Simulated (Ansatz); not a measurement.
# Dielectric response of NaI (001) films, part 3 of 5

How well do thin rocksalt NaI (001) films screen a perpendicular field?

Ansatz 0.2.0; plane-wave DFT, PBE, Ansatz PAW (set soft_1); PAW set soft_1 (the session's first sound run).

So far. Step 8 (Field on, atoms free, 6 atoms, field -0.05 V/Å): The dipole is -0.0547 e·Å, and the gap on the mesh 3.764 eV. Step 9 (Response with the atoms relaxed, 6 atoms, units 3): The induced dipole is that of a conductor 9.45 Å thick.

## (10) Relaxation, 10 atoms, units 5

This step: plane-wave DFT, PBE, Ansatz PAW (set soft_1); PAW set soft_1 (Ansatz 0.2.0).

System of this step: NaI (001), 5 units. The cell holds 10 atoms: 5 Na and 5 I. Its edges and angles: a = 4.575 Å, b = 4.575 Å, c = 30.940 Å, α = 90.0°, β = 90.0°, γ = 90.0°. It derives from NaI (rocksalt NaI). Vacuum lies along c.

The next thickness, treated alike, so that differences show the interior and the faces cancel.

Input file input.yaml:

```yaml
crystal:
  lattice:
    - [4.57498087, 0.0, 0.0]
    - [0.0, 4.57498087, 0.0]
    - [0.0, 0.0, 30.94]
  atoms:
    - { symbol: Na, position: [0.5, 0.5, 0.290885585] }
    - { symbol: I, position: [0.0, 0.0, 0.290885585] }
    - { symbol: Na, position: [0.0, 0.0, 0.3954427925] }
    - { symbol: I, position: [0.5, 0.5, 0.3954427925] }
    - { symbol: Na, position: [0.5, 0.5, 0.5] }
    - { symbol: I, position: [0.0, 0.0, 0.5] }
    - { symbol: Na, position: [0.0, 0.0, 0.6045572075] }
    - { symbol: I, position: [0.5, 0.5, 0.6045572075] }
    - { symbol: Na, position: [0.5, 0.5, 0.709114415] }
    - { symbol: I, position: [0.0, 0.0, 0.709114415] }
kpoints:
  mp_grid: { grid: [6, 6, 1] }
hamiltonian:
  xc: pbe
  pseudopotentials: { kind: paw, azcp: { folder: soft_1 } }
scf:
  occupations: { method: fixed }
  convergence: { dr2_threshold: 1.0e-09 }
efield:
  axis: 3
  dipole_correction: true
  ramp_position: 0.97
  ramp_width: 0.06
relax:
  f_tol: 0.003
  max_steps: 100
output:
  write_potential: true
  write_density: true
  volumetric_format: npy
```

Command:

```
ansatz run input.yaml --threads 4 --pin off --max-ram 8192MiB --backend cpu --events-out ev --progress --plain --runs-dir out
```

Numbers of over 12 decimals in the logs are rounded to 6 here.

The program printed:

```text
[...]
Crystal: 10 atoms, lattice volume = 647.588 Å³
Basis set: ecut = 420 eV, 12703 PW (Γ), exchange–correlation on 64×64×432 points (8 copies of the dense FFT grid, shifted against one another)
Bands: 78, of which v1, the nominal top of the filled ones, is band 65 counted from 1 (64 counted from 0)
Symmetry: 8 space group operations
k-points: 10 of 36
[...]
- { symbol: I, position: [0, 0.0, 0.285533] }
    - { symbol: Na, position: [0, 0.0, 0.392082] }
    - { symbol: I, position: [0.5, 0.5, 0.394698] }
    - { symbol: Na, position: [0.5, 0.5, 0.500000] }
    - { symbol: I, position: [0, 0.0, 0.500000] }
    - { symbol: Na, position: [0, 0.0, 0.607918] }
    - { symbol: I, position: [0.5, 0.5, 0.605302] }
    - { symbol: Na, position: [0.5, 0.5, 0.707804] }
    - { symbol: I, position: [0, 0.0, 0.714467] }
[key lines of the parts left out:]
SCF converged after 6 iterations
Free energy (F): -45009.728140 eV
Fermi energy:    -1.275196 eV
Dipole field:    D = 0.000000 V/Å  (p = 0.000000 e·Å, saw-weighted, corrected)
Work function:   Φ+ = 6.0009 eV   Φ− = 6.0009 eV
```

Wall time 49 s (4 threads of Arm Neoverse V2, shared host); peak memory 1.3 GiB; 3.2 min of CPU time.

Step by step:

```tsv
step	energy less that of the first step (eV)	largest force component (eV/Å)
1	0.0000	0.1706
2	-0.0302	0.0507
3	-0.0347	0.0141
4	-0.0349	0.0029
5	-0.0350	0.0008
```

The run keeps the 8 symmetry operations that it works with, so distortions that break them were not tested.

The atoms that moved most (Å):

```tsv
atom	dx	dy	dz	length
I2	0.000	0.000	-0.166	0.166
I10	0.000	0.000	0.166	0.166
Na7	0.000	0.000	0.104	0.104
Na3	0.000	0.000	-0.104	0.104
Na1	0.000	0.000	0.041	0.041
Na9	0.000	0.000	-0.041	0.041
I4	0.000	0.000	-0.023	0.023
I8	0.000	0.000	0.023	0.023
```

The relaxation took 5 steps and lowered the energy by 0.035 eV; the largest force on the free atoms ends at 7.9e-4 eV/Å.

The gap is 3.71 eV, with the valence edge 6.00 eV and the conduction edge 2.30 eV under the upper vacuum level.

## (11) The relaxed film, single point, 10 atoms, units 5

The next thickness, treated alike, so that differences show the interior and the faces cancel.

input.yaml, the sections that differ from step 10:

```yaml
crystal:
  lattice:
    - [4.57498087, 0.0, 0.0]
    - [0.0, 4.57498087, 0.0]
    - [0.0, 0.0, 30.94]
  atoms:
    - { symbol: Na, position: [0.5, 0.5, 0.2921961538] }
    - { symbol: I, position: [0.0, 0.0, 0.2855331295] }
    - { symbol: Na, position: [0.0, 0.0, 0.3920822145] }
    - { symbol: I, position: [0.5, 0.5, 0.3946975739] }
    - { symbol: Na, position: [0.5, 0.5, 0.5000000014] }
    - { symbol: I, position: [0.0, 0.0, 0.4999999975] }
    - { symbol: Na, position: [0.0, 0.0, 0.6079177884] }
    - { symbol: I, position: [0.5, 0.5, 0.6053024255] }
    - { symbol: Na, position: [0.5, 0.5, 0.7078038482] }
    - { symbol: I, position: [0.0, 0.0, 0.7144668673] }
output:
  eigenvalues: true
  write_potential: true
  write_density: true
  volumetric_format: npy
  elf: true
# kpoints, hamiltonian, scf, efield: as in step 10
# relax: removed
```

The program printed:

```text
[...]
Crystal: 10 atoms, lattice volume = 647.588 Å³
Basis set: ecut = 420 eV, 12703 PW (Γ)
Bands: 78, of which v1, the nominal top of the filled ones, is band 65 counted from 1 (64 counted from 0)
Symmetry: 8 space group operations
k-points: 10 of 36
[...]
k-point 1: bands = [... 61 lower, -1.4234, -1.3767, -1.3389, -1.2861, 2.9809, 3.1699, 3.6314, 3.8826, ... 9 higher]
  k-point 2: bands = [... 61 lower, -1.4908, -1.4227, -1.3623, -1.3328, 3.8472, 3.8737, 4.0009, 4.1267, ... 9 higher]
  k-point 9: bands = [... 61 lower, -2.0722, -1.9613, -1.6530, -1.6389, 3.2838, 3.4725, 3.5077, 4.0793, ... 9 higher]
[key lines of the parts left out:]
SCF converged after 10 iterations
Free energy (F): -45009.728155 eV
Fermi energy:    -1.275274 eV
Dipole field:    D = -0.000000 V/Å  (p = -0.000000 e·Å, saw-weighted, corrected)
Work function:   Φ+ = 6.0010 eV   Φ− = 6.0010 eV
```

Wall time 18 s (4 threads); peak memory 1.4 GiB.

The gap is 3.71 eV, with the valence edge 6.00 eV and the conduction edge 2.30 eV under the upper vacuum level.

## (12) Atoms held, 10 atoms, units 5, field 0.05 V/Å

Changes to input.yaml since step 11:

```diff
@@ -23,3 +23,3 @@
   occupations: { method: fixed }
-  convergence: { dr2_threshold: 1.0e-09 }
+  convergence: { dr2_threshold: 1.0e-10 }
 efield:
@@ -29,4 +29,4 @@
   ramp_width: 0.06
+  amplitude: 0.05
 output:
-  eigenvalues: true
   write_potential: true
@@ -34,2 +34 @@
   volumetric_format: npy
-  elf: true
```

The program printed:

```text
[...]
Crystal: 10 atoms, lattice volume = 647.588 Å³
Basis set: ecut = 420 eV, 12703 PW (Γ)
Bands: 78, of which v1, the nominal top of the filled ones, is band 65 counted from 1 (64 counted from 0)
Symmetry: 8 space group operations
k-points: 10 of 36
[...]
k-point 0: bands = [... 61 lower, -1.3831, -1.3584, -1.2475, -1.2475, 2.4100, 2.7772, 3.2990, 3.5695, ... 9 higher]
  k-point 1: bands = [... 61 lower, -1.4251, -1.3739, -1.3204, -1.2517, 2.9448, 3.1952, 3.6300, 3.8796, ... 9 higher]
  k-point 2: bands = [... 61 lower, -1.4671, -1.4535, -1.3809, -1.2637, 3.7610, 3.9137, 4.0258, 4.1367, ... 9 higher]
  k-point 9: bands = [... 61 lower, -2.0503, -1.9628, -1.7424, -1.5485, 3.2563, 3.4683, 3.5291, 4.0829, ... 9 higher]
[key lines of the parts left out:]
SCF converged after 12 iterations
Free energy (F): -45009.729864 eV
Fermi energy:    -1.247531 eV
Dipole field:    D = 0.019102 V/Å  (p = 0.068364 e·Å, saw-weighted, corrected)
```

Wall time 19 s (4 threads); peak memory 1.4 GiB.

The dipole is 0.0684 e·Å, and the gap on the mesh 3.658 eV.

## (13) Single point, 10 atoms, units 5, field -0.05 V/Å

Changes to input.yaml since step 12:

```diff
@@ -29,3 +29,3 @@
   ramp_width: 0.06
-  amplitude: 0.05
+  amplitude: -0.05
 output:
```

The program printed:

```text
[...]
Crystal: 10 atoms, lattice volume = 647.588 Å³
Basis set: ecut = 420 eV, 12703 PW (Γ)
Bands: 78, of which v1, the nominal top of the filled ones, is band 65 counted from 1 (64 counted from 0)
Symmetry: 8 space group operations
k-points: 10 of 36
[...]
k-point 0: bands = [... 61 lower, -1.3831, -1.3584, -1.2475, -1.2475, 2.4100, 2.7772, 3.2990, 3.5695, ... 9 higher]
  k-point 1: bands = [... 61 lower, -1.4251, -1.3739, -1.3204, -1.2517, 2.9448, 3.1952, 3.6300, 3.8796, ... 9 higher]
  k-point 2: bands = [... 61 lower, -1.4671, -1.4535, -1.3809, -1.2637, 3.7610, 3.9137, 4.0258, 4.1367, ... 9 higher]
  k-point 9: bands = [... 61 lower, -2.0503, -1.9628, -1.7424, -1.5485, 3.2563, 3.4683, 3.5291, 4.0829, ... 9 higher]
[key lines of the parts left out:]
SCF converged after 12 iterations
Free energy (F): -45009.729864 eV
Fermi energy:    -1.247530 eV
Dipole field:    D = -0.019102 V/Å  (p = -0.068364 e·Å, saw-weighted, corrected)
```

Run time: 19 s. Hardware: 4 threads; peak memory 1.4 GiB; 75 s of CPU time.

The dipole is -0.0684 e·Å, and the gap on the mesh 3.658 eV.

## (14) Response with the atoms held, 10 atoms, units 5

This step: plane-wave DFT, PBE, Ansatz PAW (set soft_1); response to a field along the normal, atoms held; PAW set soft_1 (Ansatz 0.2.0).

Local field over the applied field, running mean. From the potentials at -0.05 and 0.05 V/Å; running mean over 3.235 Å, taken twice. The local field over applied field by z:

```tsv
z (Å)	local field over applied field
4	0.974
6	0.845
8	0.478
10	0.298
12	0.299
14	0.298
16	0.297
18	0.299
20	0.295
22	0.354
24	0.680
26	0.957
```

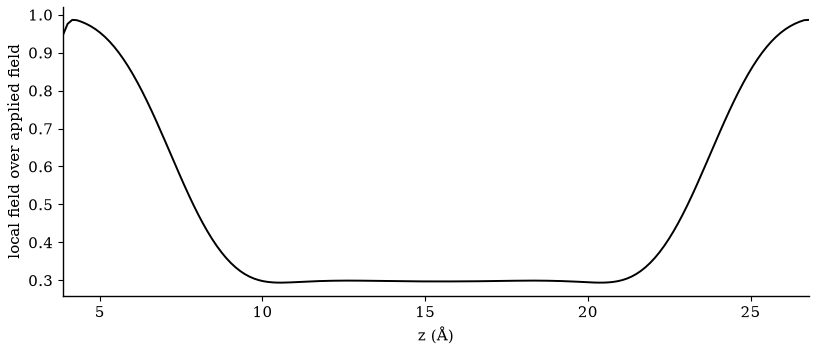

Local field over applied field against z.

The induced dipole is that of a conductor 11.82 Å thick.

## (15) Field on, atoms free, 10 atoms, units 5, field 0.05 V/Å

This step: plane-wave DFT, PBE, Ansatz PAW (set soft_1); PAW set soft_1 (Ansatz 0.2.0).

The same pair of relaxations in the field for this thickness.

Changes to input.yaml since step 13:

```diff
@@ -29,3 +29,6 @@
   ramp_width: 0.06
-  amplitude: -0.05
+  amplitude: 0.05
+relax:
+  f_tol: 0.0006
+  max_steps: 70
 output:
```

The program printed:

```text
[...]
Crystal: 10 atoms, lattice volume = 647.588 Å³
Basis set: ecut = 420 eV, 12703 PW (Γ), exchange–correlation on 64×64×432 points (8 copies of the dense FFT grid, shifted against one another)
Bands: 78, of which v1, the nominal top of the filled ones, is band 65 counted from 1 (64 counted from 0)
Symmetry: 8 space group operations
k-points: 10 of 36
[...]
- { symbol: Na, position: [0.5, 0.5, 0.292394] }
    - { symbol: I, position: [0, 0.0, 0.285242] }
    - { symbol: Na, position: [0, 0.0, 0.392225] }
    - { symbol: I, position: [0.5, 0.5, 0.394616] }
    - { symbol: Na, position: [0.5, 0.5, 0.500198] }
    - { symbol: I, position: [0, 0.0, 0.499807] }
    - { symbol: Na, position: [0, 0.0, 0.608066] }
    - { symbol: I, position: [0.5, 0.5, 0.605209] }
    - { symbol: Na, position: [0.5, 0.5, 0.708026] }
    - { symbol: I, position: [0, 0.0, 0.714217] }
[key lines of the parts left out:]
SCF converged after 5 iterations
Free energy (F): -45009.730331 eV
Fermi energy:    -1.271807 eV
Dipole field:    D = 0.024496 V/Å  (p = 0.087666 e·Å, saw-weighted, corrected)
```

The job ended after 40 s (4 threads; peak memory 1.3 GiB).

Step by step:

```tsv
step	energy less that of the first step (eV)	largest force component (eV/Å)
1	0.0000	0.0185
2	-0.0004	0.0081
3	-0.0005	0.0009
4	-0.0005	0.0004
```

The run keeps the 8 symmetry operations that it works with, so distortions that break them were not tested.

Final coordinates:

```cif
data_structure
_symmetry_space_group_name_H-M 'P 1'
_symmetry_Int_Tables_number 1
_cell_length_a 4.5750
_cell_length_b 4.5750
_cell_length_c 30.9400
_cell_angle_alpha 90.000
_cell_angle_beta 90.000
_cell_angle_gamma 90.000
_cell_volume 647.59
loop_
_atom_site_label
_atom_site_type_symbol
_atom_site_fract_x
_atom_site_fract_y
_atom_site_fract_z
_atom_site_occupancy
Na1 Na 0.50000 0.50000 0.29239 1
I2 I 0.00000 0.00000 0.28524 1
Na3 Na 0.00000 0.00000 0.39222 1
I4 I 0.50000 0.50000 0.39462 1
Na5 Na 0.50000 0.50000 0.50020 1
I6 I 0.00000 0.00000 0.49981 1
Na7 Na 0.00000 0.00000 0.60807 1
I8 I 0.50000 0.50000 0.60521 1
Na9 Na 0.50000 0.50000 0.70803 1
I10 I 0.00000 0.00000 0.71422 1
```

The relaxation took 4 steps and lowered the energy by 4.8e-4 eV; the largest force on the free atoms ends at 4.0e-4 eV/Å.

The dipole is 0.0877 e·Å, and the gap on the mesh 3.698 eV.

## (16) Relaxing in the field, 10 atoms, units 5, field -0.05 V/Å

The opposite sign, again from the field-free geometry; the difference of the two cancels what relaxes without a field.

Changes to input.yaml since step 15:

```diff
@@ -29,3 +29,3 @@
   ramp_width: 0.06
-  amplitude: 0.05
+  amplitude: -0.05
 relax:
```

The program printed:

```text
[...]
Crystal: 10 atoms, lattice volume = 647.588 Å³
Basis set: ecut = 420 eV, 12703 PW (Γ), exchange–correlation on 64×64×432 points (8 copies of the dense FFT grid, shifted against one another)
Bands: 78, of which v1, the nominal top of the filled ones, is band 65 counted from 1 (64 counted from 0)
Symmetry: 8 space group operations
k-points: 10 of 36
[...]
- { symbol: Na, position: [0.5, 0.5, 0.291974] }
    - { symbol: I, position: [0, 0.0, 0.285783] }
    - { symbol: Na, position: [0, 0.0, 0.391934] }
    - { symbol: I, position: [0.5, 0.5, 0.394791] }
    - { symbol: Na, position: [0.5, 0.5, 0.499802] }
    - { symbol: I, position: [0, 0.0, 0.500193] }
    - { symbol: Na, position: [0, 0.0, 0.607775] }
    - { symbol: I, position: [0.5, 0.5, 0.605384] }
    - { symbol: Na, position: [0.5, 0.5, 0.707606] }
    - { symbol: I, position: [0, 0.0, 0.714758] }
[key lines of the parts left out:]
SCF converged after 5 iterations
Free energy (F): -45009.730331 eV
Fermi energy:    -1.271807 eV
Dipole field:    D = -0.024496 V/Å  (p = -0.087666 e·Å, saw-weighted, corrected)
```

Wall time 46 s (4 threads); peak memory 1.3 GiB; 3 min of CPU time.

Relaxation path:

```tsv
step	energy less that of the first step (eV)	largest force component (eV/Å)
1	0.0000	0.0185
2	-0.0004	0.0081
3	-0.0005	0.0009
4	-0.0005	0.0004
```

Forces are held to the 8 operations that the run works with; a distortion that breaks them can't arise in this run.

The relaxed structure:

```cif
data_structure
_symmetry_space_group_name_H-M 'P 1'
_symmetry_Int_Tables_number 1
_cell_length_a 4.5750
_cell_length_b 4.5750
_cell_length_c 30.9400
_cell_angle_alpha 90.000
_cell_angle_beta 90.000
_cell_angle_gamma 90.000
_cell_volume 647.59
loop_
_atom_site_label
_atom_site_type_symbol
_atom_site_fract_x
_atom_site_fract_y
_atom_site_fract_z
_atom_site_occupancy
Na1 Na 0.50000 0.50000 0.29197 1
I2 I 0.00000 0.00000 0.28578 1
Na3 Na 0.00000 0.00000 0.39193 1
I4 I 0.50000 0.50000 0.39479 1
Na5 Na 0.50000 0.50000 0.49980 1
I6 I 0.00000 0.00000 0.50019 1
Na7 Na 0.00000 0.00000 0.60778 1
I8 I 0.50000 0.50000 0.60538 1
Na9 Na 0.50000 0.50000 0.70761 1
I10 I 0.00000 0.00000 0.71476 1
```

The relaxation took 4 steps and lowered the energy by 4.8e-4 eV; the largest force on the free atoms ends at 4.0e-4 eV/Å.

The dipole is -0.0877 e·Å, and the gap on the mesh 3.698 eV.

## (17) Response with the atoms relaxed, 10 atoms, units 5

This step: plane-wave DFT, PBE, Ansatz PAW (set soft_1); response to a field along the normal, atoms relaxed; PAW set soft_1 (Ansatz 0.2.0).

Local field over the applied field, running mean. From the potentials at -0.05 and 0.05 V/Å; running mean over 3.235 Å, taken twice. The local field over applied field by z:

```tsv
z (Å)	local field over applied field
4	0.971
6	0.758
8	0.405
10	0.0888
12	0.0244
14	0.118
16	0.161
18	0.0916
20	0.0719
22	0.247
24	0.585
26	0.877
```

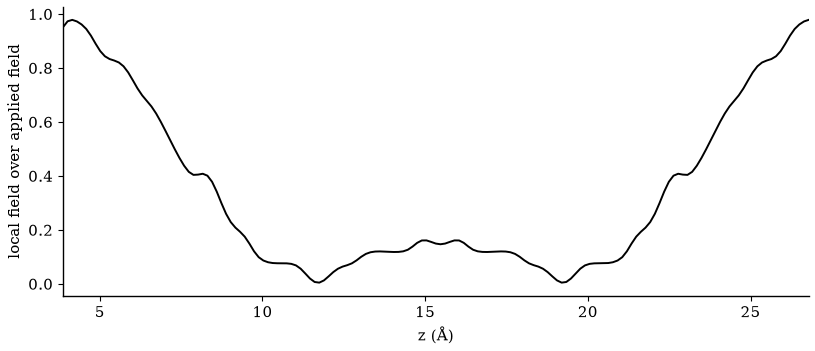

Local field over applied field, plotted against z.

The induced dipole is that of a conductor 15.16 Å thick.

## (18) Relaxing the film, 16 atoms, units 8

This step: plane-wave DFT, PBE, Ansatz PAW (set soft_1); PAW set soft_1 (Ansatz 0.2.0).

System of this step: NaI (001), 8 units. The cell holds 16 atoms: 8 Na and 8 I. Cell: a = 4.575 Å, b = 4.575 Å, c = 40.645 Å, α = 90.0°, β = 90.0°, γ = 90.0°. It derives from NaI (rocksalt NaI). Vacuum lies along c.

The next thickness, treated alike, so that differences show the interior and the faces cancel.

Input file input.yaml:

```yaml
crystal:
  lattice:
    - [4.57498087, 0.0, 0.0]
    - [0.0, 4.57498087, 0.0]
    - [0.0, 0.0, 40.645]
  atoms:
    - { symbol: Na, position: [0.5, 0.5, 0.2214294501] }
    - { symbol: I, position: [0.0, 0.0, 0.2214294501] }
    - { symbol: Na, position: [0.0, 0.0, 0.3010210358] }
    - { symbol: I, position: [0.5, 0.5, 0.3010210358] }
    - { symbol: Na, position: [0.5, 0.5, 0.3806126215] }
    - { symbol: I, position: [0.0, 0.0, 0.3806126215] }
    - { symbol: Na, position: [0.0, 0.0, 0.4602042072] }
    - { symbol: I, position: [0.5, 0.5, 0.4602042072] }
    - { symbol: Na, position: [0.5, 0.5, 0.5397957928] }
    - { symbol: I, position: [0.0, 0.0, 0.5397957928] }
    - { symbol: Na, position: [0.0, 0.0, 0.6193873785] }
    - { symbol: I, position: [0.5, 0.5, 0.6193873785] }
    - { symbol: Na, position: [0.5, 0.5, 0.6989789642] }
    - { symbol: I, position: [0.0, 0.0, 0.6989789642] }
    - { symbol: Na, position: [0.0, 0.0, 0.7785705499] }
    - { symbol: I, position: [0.5, 0.5, 0.7785705499] }
kpoints:
  mp_grid: { grid: [6, 6, 1] }
hamiltonian:
  xc: pbe
  pseudopotentials: { kind: paw, azcp: { folder: soft_1 } }
scf:
  occupations: { method: fixed }
  convergence: { dr2_threshold: 1.0e-09 }
efield:
  axis: 3
  dipole_correction: true
  ramp_position: 0.97
  ramp_width: 0.06
relax:
  f_tol: 0.003
  max_steps: 100
output:
  write_potential: true
  write_density: true
  volumetric_format: npy
```

The program printed:

```text
[...]
Crystal: 16 atoms, lattice volume = 850.718 Å³
Basis set: ecut = 420 eV, 16655 PW (Γ), exchange–correlation on 64×64×576 points (8 copies of the dense FFT grid, shifted against one another)
Bands: 125, of which v1, the nominal top of the filled ones, is band 104 counted from 1 (103 counted from 0)
Symmetry: 8 space group operations
k-points: 10 of 36
[...]
- { symbol: I, position: [0.5, 0.5, 0.459786] }
    - { symbol: Na, position: [0.5, 0.5, 0.540646] }
    - { symbol: I, position: [0, 0.0, 0.540214] }
    - { symbol: Na, position: [0, 0.0, 0.620458] }
    - { symbol: I, position: [0.5, 0.5, 0.621349] }
    - { symbol: Na, position: [0.5, 0.5, 0.703429] }
    - { symbol: I, position: [0, 0.0, 0.701055] }
    - { symbol: Na, position: [0, 0.0, 0.779097] }
    - { symbol: I, position: [0.5, 0.5, 0.784336] }
[key lines of the parts left out:]
SCF converged after 7 iterations
Free energy (F): -72015.699727 eV
Fermi energy:    -0.227221 eV
Dipole field:    D = 0.000001 V/Å  (p = 0.000003 e·Å, saw-weighted, corrected)
Work function:   Φ+ = 5.9764 eV   Φ− = 5.9765 eV
```

The job ended after 2.5 min (4 threads; peak memory 2.3 GiB; 9.7 min of CPU time).

Relaxation path:

```tsv
step	energy less that of the first step (eV)	largest force component (eV/Å)
1	0.0000	0.1706
2	-0.0327	0.0508
3	-0.0391	0.0151
4	-0.0397	0.0048
5	-0.0398	0.0014
```

Forces are held to the 8 operations that the run works with; a distortion that breaks them can't arise in this run.

The atoms that moved most (Å):

```tsv
atom	dx	dy	dz	length
I16	0.000	0.000	0.234	0.234
I2	0.000	0.000	-0.234	0.234
Na13	0.000	0.000	0.181	0.181
Na3	0.000	0.000	-0.181	0.181
I14	0.000	0.000	0.084	0.084
I4	0.000	0.000	-0.084	0.084
I6	0.000	0.000	-0.080	0.080
I12	0.000	0.000	0.080	0.080
```

Running mean over 3.235 Å of the planar mean; the ramp of the sawtooth is left out. Electron's electrostatic potential energy less the highest filled level against z:

```tsv
z (Å)	electron's electrostatic potential energy less the highest filled level (eV)
5.0	5.96
7.5	1.99
10.0	0.174
12.5	0.0496
15.0	0.100
17.5	0.186
20.0	0.222
22.5	0.0821
25.0	0.0857
27.5	0.149
30.0	0.0474
32.5	0.394
35.0	5.91
```

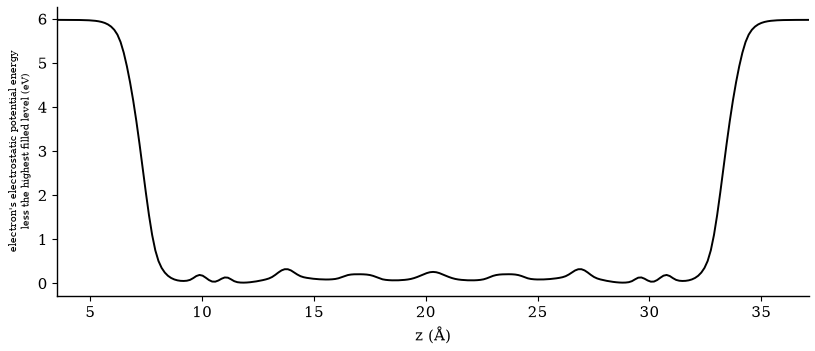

Electron's electrostatic potential energy less the highest filled level against z.

The relaxation took 5 steps and lowered the energy by 0.040 eV; the largest force on the free atoms ends at 0.0014 eV/Å.

The gap is 3.66 eV, with the valence edge 5.98 eV and the conduction edge 2.31 eV under the upper vacuum level.

(Part 3 of 5 ends here.)

[Logs are printed without paths, hosts, clocks, repeated set-up lines and the standing remarks that a program may print on its own settings, such as how far it seeks lower states.]

[Hosts, paths, dates, database ids (printed as entryN), source tags and the programs' standing remarks are cut or masked in the printed files.]

[Maps of the electrostatic potential energy from Ansatz leave out the sawtooth potential of an applied field or a dipole correction, so their vacuum need not be flat; planar profiles and work functions include it.]
